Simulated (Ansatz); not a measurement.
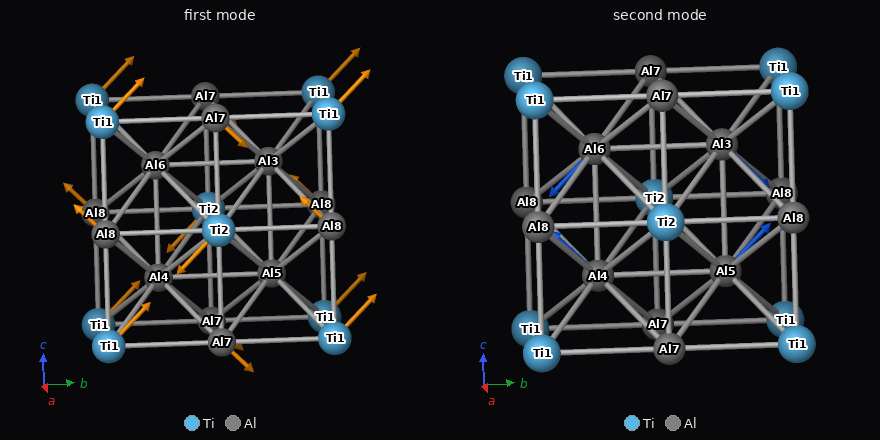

The system is TiAl₃ (Pm-3m, No. 221; 8 atoms in the cell); the picture shows the reference structure; its two panels give the patterns of the first and the second mode as arrows. The energy is mapped over two normal modes frozen in (zone-centre modes of the 8-atom cell of this scan, which folds in the wave vector (0, 1/2, 1/2) of the primitive cell). First axis: amplitude of mode 4 (173 cm⁻¹), largest displacement. Second axis: amplitude of mode 18 (301 cm⁻¹), largest displacement. Nothing is relaxed (the cell and all other modes fixed). The grid has 11 × 11 points; 36 points were computed and 85 follow by symmetry. Points are written as (first, second). Energies are in eV per cell, from the lowest grid point. All numbers below come from DFT PBEsol, scalar-relativistic, plane waves, PAW (Ansatz). Settings: cutoff 520 eV, k-mesh 10×8×8 in the order of the run's cell vectors, gaussian smearing 0.15 eV, no spin polarisation.

Its coordinates:

```yaml
crystal:
  lattice:
    - [-3.94796, 0.00000, 0.00000]
    - [0.00000, 3.94796, 3.94796]
    - [0.00000, 3.94796, -3.94796]
  atoms:
    - { symbol: Ti, position: [0.00000, 0.00000, 0.00000] }
    - { symbol: Ti, position: [0.00000, 0.50000, 0.50000] }
    - { symbol: Al, position: [0.50000, 0.75000, 0.75000] }
    - { symbol: Al, position: [0.50000, 0.25000, 0.25000] }
    - { symbol: Al, position: [0.50000, 0.75000, 0.25000] }
    - { symbol: Al, position: [0.50000, 0.25000, 0.75000] }
    - { symbol: Al, position: [0.00000, 0.50000, 0.00000] }
    - { symbol: Al, position: [0.00000, 0.00000, 0.50000] }
```

The input of one point:

```yaml
crystal:
  lattice:
    - [-3.9479576782, 0.0, 0.0]
    - [0.0, 3.9479576782, 3.9479576782]
    - [0.0, 3.9479576782, -3.9479576782]
  atoms:
    - { symbol: Ti, position: [0.0, 0.0, 0.0] }
    - { symbol: Ti, position: [0.0, 0.5, 0.5] }
    - { symbol: Al, position: [0.5, 0.75, 0.75] }
    - { symbol: Al, position: [0.5, 0.25, 0.25] }
    - { symbol: Al, position: [0.5, 0.75, 0.25] }
    - { symbol: Al, position: [0.5, 0.25, 0.75] }
    - { symbol: Al, position: [1.0, 0.5, 0.0] }
    - { symbol: Al, position: [1.0, 0.0, 0.5] }
basis:
  ecutwfc: 520.0
kpoints:
  mp_grid: { grid: [10, 8, 8] }
hamiltonian:
  xc: pbesol
  pseudopotentials: { kind: paw, azcp: { folder: soft_1 } }
scf:
  occupations: { method: gaussian, width: 0.15 }
output:
  forces: true
  stress: true
  eigenvalues: true
```

Range: amplitude of mode 4 (173 cm⁻¹), largest displacement from −0.134 to 0.134 Å; amplitude of mode 18 (301 cm⁻¹), largest displacement from −0.183 to 0.183 Å.

### Predict the map.

The lowest grid point is at (0.000 Å, 0.000 Å). It is the only kind of minimum in the scanned range. The highest grid point, (−0.134 Å, −0.183 Å), lies 0.74 eV above the lowest.

| second ↓, first → | −0.134 | −0.107 | −0.080 | −0.054 | −0.027 | 0.000 | 0.027 | 0.054 | 0.080 | 0.107 | 0.134 |
| --- | --- | --- | --- | --- | --- | --- | --- | --- | --- | --- | --- |
| 0.183 | 0.74 | 0.70 | 0.66 | 0.64 | 0.62 | 0.62 | 0.62 | 0.64 | 0.66 | 0.70 | 0.74 |
| 0.146 | 0.51 | 0.47 | 0.43 | 0.41 | 0.39 | 0.39 | 0.39 | 0.41 | 0.43 | 0.47 | 0.51 |
| 0.110 | 0.33 | 0.29 | 0.26 | 0.24 | 0.22 | 0.22 | 0.22 | 0.24 | 0.26 | 0.29 | 0.33 |
| 0.073 | 0.21 | 0.17 | 0.14 | 0.12 | 0.10 | 0.10 | 0.10 | 0.12 | 0.14 | 0.17 | 0.21 |
| 0.037 | 0.14 | 0.10 | 0.07 | 0.04 | 0.03 | 0.02 | 0.03 | 0.04 | 0.07 | 0.10 | 0.14 |
| 0.000 | 0.12 | 0.07 | 0.04 | 0.02 | 0.00 | 0.00 | 0.00 | 0.02 | 0.04 | 0.07 | 0.12 |
| −0.037 | 0.14 | 0.10 | 0.07 | 0.04 | 0.03 | 0.02 | 0.03 | 0.04 | 0.07 | 0.10 | 0.14 |
| −0.073 | 0.21 | 0.17 | 0.14 | 0.12 | 0.10 | 0.10 | 0.10 | 0.12 | 0.14 | 0.17 | 0.21 |
| −0.110 | 0.33 | 0.29 | 0.26 | 0.24 | 0.22 | 0.22 | 0.22 | 0.24 | 0.26 | 0.29 | 0.33 |
| −0.146 | 0.51 | 0.47 | 0.43 | 0.41 | 0.39 | 0.39 | 0.39 | 0.41 | 0.43 | 0.47 | 0.51 |
| −0.183 | 0.74 | 0.70 | 0.66 | 0.64 | 0.62 | 0.62 | 0.62 | 0.64 | 0.66 | 0.70 | 0.74 |

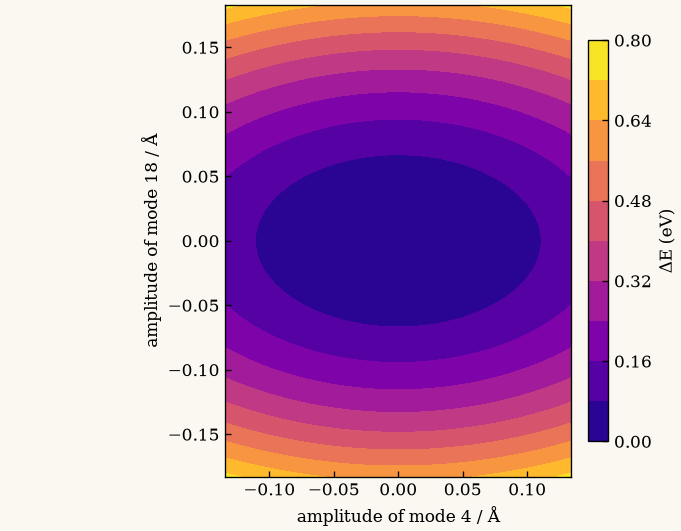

The picture shows filled contours. Between grid points the surface is interpolated.

Each point was launched as `ansatz run input.yaml --threads 4 --pin off --max-ram 8192MiB --backend cpu --events-out ev --progress --plain --runs-dir out`. The whole map (36 points run) took 8.4 min on 4 threads of Arm Neoverse V1, with other jobs on the host.
